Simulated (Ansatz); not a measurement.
**Single-point calculation, with input and output: Ta2Si**

Ta2Si (I4/mcm, 6 atoms in the cell), computed with DFT PBEsol, scalar-relativistic, plane waves, PAW, no spin polarisation (Ansatz 0.2.0).

The structure derives from a Materials Project entry. Figures and captions count atoms from 1; the log counts them from 0 in places.

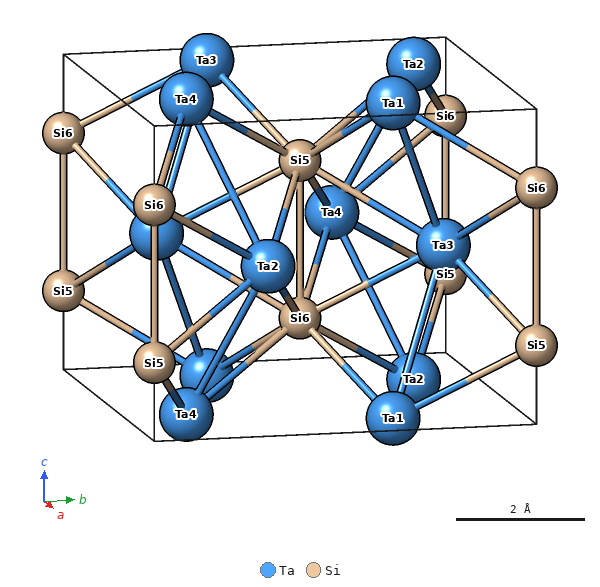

*The structure (ball-and-stick view of the cell 2 times as large as that of the calculation, set on its symmetry axes, seen slightly off an axis; atoms are numbered from 1 in the order of the input). An atom can appear more than once, as a periodic image.*

Near neighbours in the periodic cell (some may lie outside the picture): Ta has 4 Si at 2.63 Å and 3 Ta at 2.86 to 2.94 Å; Si has 2 Si at 2.52 Å and 8 Ta at 2.63 Å.

### Key numbers

| quantity | value |
| --- | --- |
| outcome | converged |
| space group (tolerance 0.01 Å) | I4/mcm (140) |
| electrons treated | 60 |
| free energy | −40472.6156 eV |
| Fermi energy | 17.384 eV |
| gap on the k-point mesh | none (metallic) |
| pressure | −3.07 GPa |
| largest force (length of the vector) | 0.078 eV/Å |
| hardware | 2 threads of Intel Xeon @ 2.90GHz (Ice Lake), 192 GiB of memory available, shared host |
| wall time | 2.7 s (CPU time 5 s) |
| peak memory | 0.48 GiB |

Spin–orbit coupling is left out, which matters for Ta.

### The input
```yaml
crystal:
  lattice:
    - [-3.0877629443, 3.0877629443, 2.5236412193]
    - [3.0877629443, -3.0877629443, 2.5236412193]
    - [3.0877629443, 3.0877629443, -2.5236412193]
  atoms:
    - { symbol: Ta, position: [0.66359321, 0.83640679, 0.5] }
    - { symbol: Ta, position: [0.83640679, 0.33640679, 0.17281358] }
    - { symbol: Ta, position: [0.33640679, 0.16359321, 0.5] }
    - { symbol: Ta, position: [0.16359321, 0.66359321, 0.82718642] }
    - { symbol: Si, position: [0.25, 0.25, 0.0] }
    - { symbol: Si, position: [0.75, 0.75, 0.0] }
basis:
  ecutwfc: 420
kpoints:
  mp_grid: { grid: [6, 6, 6] }
hamiltonian:
  xc: pbesol
scf:
  occupations: { method: gaussian, width: 0.1 }
output:
  forces: true
  stress: true
  eigenvalues: true
```

Launch command:
```bash
ansatz run input.yaml --threads 2 --pin off --max-ram 5120MiB --backend cpu --events-out ev --progress --plain --runs-dir out
```

### Log
```
Engine: ansatz 0.2.0, x86_64-unknown-linux-gnu
Pseudopotentials: kind: paw
Pseudopotential: Ta, paw, valence charge 13, recommended cutoff 420 eV (normal), Ta.paw.azcp
Pseudopotential: Si, paw, valence charge 4, recommended cutoff 420 eV (normal), Si.paw.azcp
Functional definition: PBEsol
  exchange = pbesol_x
  correlation = pbesol_c
Crystal: 6 atoms, lattice volume = 96.244 Å³
Basis set: ecut = 420 eV, 1945 PW (Γ), exchange–correlation on 72×72×72 points (8 copies of the dense FFT grid, shifted against one another)
Bands: 36, of which v1, the nominal top of the filled ones, is band 30 counted from 1 (29 counted from 0)
Symmetry: 16 space group operations
Space group: I4/mcm (ITA 140), of the structure as read, at distance tolerance 4.6e-5 Å
k-points: 30 of 216
Non-local potential: Ta, projectors of the file, l = 0: 3, l = 1: 2, l = 2: 2, l = 3: 1
Non-local potential: Si, projectors of the file, l = 0: 2, l = 1: 2, l = 2: 2
PAW form: soft (Blöchl's): semilocal exchange-correlation on the pseudo side does not see the compensation charge
PAW frozen core: Ta, regenerated for the run's functional, and the local potential with it (the file was generated under x = pbe(κ = 0.804, μ = 0.2195149727645171), c = pbe(β = 0.06672455060314922))
PAW frozen core: Si, regenerated for the run's functional, and the local potential with it (the file was generated under x = pbe(κ = 0.804, μ = 0.2195149727645171), c = pbe(β = 0.06672455060314922))
PAW one-centre angular grid: Ta, 590 points (default); XC on 64 Gauss nodes
PAW one-centre angular grid: Si, 110 points (default); XC on 64 Gauss nodes
Initial density: superposition of atomic densities (neutral atoms: chi_scale 0, normalization atom), corrected by the library's trained network
Initial wavefunctions: pseudopotential atomic-orbital guess
Functional: x = pbesol(κ = 0.804, μ = 0.12345679012345678), c = pbesol(β = 0.046)
SCF iter   1: F=—  HF=-40472.617724 eV  |F-HF|=—  |Δ(HF+E_count)|=         —  Δρ=3.58e-3  dr2=1.02e-2  ethr=1.77e-3  ⟨swp⟩=5.6  Hψ=4538  notcnv=0
preconditioner: auto → Kerker (q_TF=auto, 2.522 Å⁻¹)  [metal: Δε(μ)=0.043 eV  Ē_g=5.434 eV  σ=0.100 eV  W_gap=0.23  n_scr=18 (ndim 8)  ℏωp=20.0 eV  f_vac=0.000  D(μ)=2.35/eV (n_scr^D=16)]
SCF iter   2: F=—  HF=-40472.616136 eV  |F-HF|=—  |Δ(HF+E_count)|=   1.59e-3  Δρ=2.09e-3  dr2=3.13e-3  ethr=1.69e-5  ⟨swp⟩=2.4  Hψ=1840  notcnv=0
SCF iter   3: F=—  HF=-40472.615621 eV  |F-HF|=—  |Δ(HF+E_count)|=   5.15e-4  Δρ=2.65e-4  dr2=9.54e-5  ethr=5.21e-6  ⟨swp⟩=2.0  Hψ=1451  notcnv=0
SCF iter   4: F=—  HF=-40472.615603 eV  |F-HF|=—  |Δ(HF+E_count)|=   1.82e-5  Δρ=7.54e-5  dr2=5.75e-6  ethr=1.59e-7  ⟨swp⟩=2.0  Hψ=1457  notcnv=0
SCF iter   5: F=—  HF=-40472.615602 eV  |F-HF|=—  |Δ(HF+E_count)|=   1.30e-6  Δρ=1.02e-5  dr2=1.04e-7  ethr=9.59e-9  ⟨swp⟩=2.0  Hψ=1470  notcnv=0
SCF iter   6: F=-40472.615602 eV  HF=-40472.615602 eV  |F-HF|=1.25e-9  |Δ(HF+E_count)|=   1.20e-8  Δρ=1.82e-6  dr2=3.04e-9  ethr=1.67e-10  ⟨swp⟩=8.2  Hψ=4153  notcnv=0
SCF 1 converged in 6 iterations: F = -40472.615602 eV  dr2 = 3.04e-9
  greatest PAW one-centre occupation: 1.000 electrons in one spin orbital (limit 2), on the Ta atom at site 2 (counted from 0), in its partial waves of l = 0
SCF converged after 6 iterations
Free energy (F): -40472.615602 eV
Harris-Foulkes:  -40472.615602 eV  (|F-HF|=1.25e-9)
Internal energy: -40472.603156 eV  (E = F + TS)
E sigma→0 (E₀):  -40472.609379 eV
Entropy (-TS):   -0.012446 eV (-2.074 meV/atom)
Fermi energy:    17.384435 eV
--- Per-component energies (eV) ---
  E_band       = -425.115220
  E_kinetic    = 1552.933358
  E_local      = -2498.131132  (includes V_loc(G=0)·N_el)
  E_nonlocal   = 119.133708
  E_hartree    = 891.500226
  E_xc         = -982.575166
  E_vxc        = -915.707867  (∫ρ·V_xc dr)
  E_paw        = -34088.290585  (= ΣΔE_a)
  E_vpaw       = -466.345134  (= ΣTr[D̂ρ^β])
  E_aug_tail   = 0.000590  (compensation charges beyond the density's cutoff)
  E_ewald      = -5468.091862
  E_core_change = 0.917707  (= ΣΔE_core)
  E_smearing   = -0.012446  (= −TS)
  E_closure    = -0.000000  (closes the sum)
  Σ components = -40472.615602   (vs F -40472.615602, Δ=0.00e0)
--- Forces (eV/Å), atoms counted from 1 ---
  atom   1  Ta     0.05491297    -0.05491297     0.00000000
  atom   2  Ta     0.05491297     0.05491297     0.00000000
  atom   3  Ta    -0.05491297     0.05491297     0.00000000
  atom   4  Ta    -0.05491297    -0.05491297     0.00000000
  atom   5  Si    -0.00000000     0.00000000     0.00000000
  atom   6  Si     0.00000000    -0.00000000     0.00000000
  max |Σ_I F_I| component: 2.78e-17 eV/Å
--- Stress (GPa, compression-positive) ---
       -3.620503       0.000000       0.000000
        0.000000      -3.620503       0.000000
        0.000000      -0.000000      -1.958651
  P = ⅓ Tr σ = -3.0666 GPa (-30.666 kbar)
--- Band table (eV; the first three rows and the last of 30) ---
  k-point 0: bands = ["-50.3282", "-50.2902", "-50.2483", "-50.2483", "-17.0463", "-17.0463", "-17.0265", "-16.9804", "-16.9804", "-16.9500", "-16.9434", "-16.8417", "-16.6968", "-16.4519", "-16.4430", "-16.4430", "5.3831", "9.9785", "12.4548", "12.6515", "13.1462", "13.1462", "14.9143", "14.9143", "14.9158", "14.9158", "14.9705", "15.4162", "17.5863", "17.6649", "18.3625", "18.7301", "18.7301", "18.9743", "18.9743", "19.0706"]
  k-point 1: bands = ["-50.3245", "-50.2900", "-50.2522", "-50.2483", "-17.0777", "-17.0459", "-17.0058", "-16.9952", "-16.9810", "-16.9329", "-16.9110", "-16.8570", "-16.6622", "-16.4799", "-16.4600", "-16.4447", "5.6086", "10.1279", "11.7894", "12.0091", "13.6089", "13.7326", "14.6476", "14.6577", "14.9022", "14.9367", "15.1326", "15.3253", "17.2224", "17.7697", "18.0688", "18.1127", "18.3731", "19.3317", "19.7738", "19.9575"]
  k-point 2: bands = ["-50.3162", "-50.2882", "-50.2623", "-50.2483", "-17.0679", "-17.0466", "-17.0295", "-16.9897", "-16.9821", "-16.9312", "-16.8703", "-16.8614", "-16.5941", "-16.5540", "-16.4856", "-16.4485", "6.1561", "10.4871", "10.7197", "11.5449", "13.5606", "14.0171", "14.0571", "14.5962", "14.7889", "15.1313", "15.3742", "15.4784", "17.5344", "17.5853", "17.6451", "17.6577", "18.2316", "19.8765", "20.3775", "20.9146"]
  k-point 29: bands = ["-50.2843", "-50.2843", "-50.2744", "-50.2721", "-17.1898", "-17.1592", "-17.0163", "-16.9538", "-16.9538", "-16.8569", "-16.8036", "-16.7217", "-16.5769", "-16.5769", "-16.5299", "-16.5299", "7.4346", "10.2535", "11.0896", "11.0896", "11.6915", "13.7904", "13.7904", "14.1555", "15.1770", "15.9961", "16.3829", "16.4089", "16.4089", "16.4297", "17.1773", "17.6542", "18.1424", "18.1424", "20.1288", "20.8735"]
```
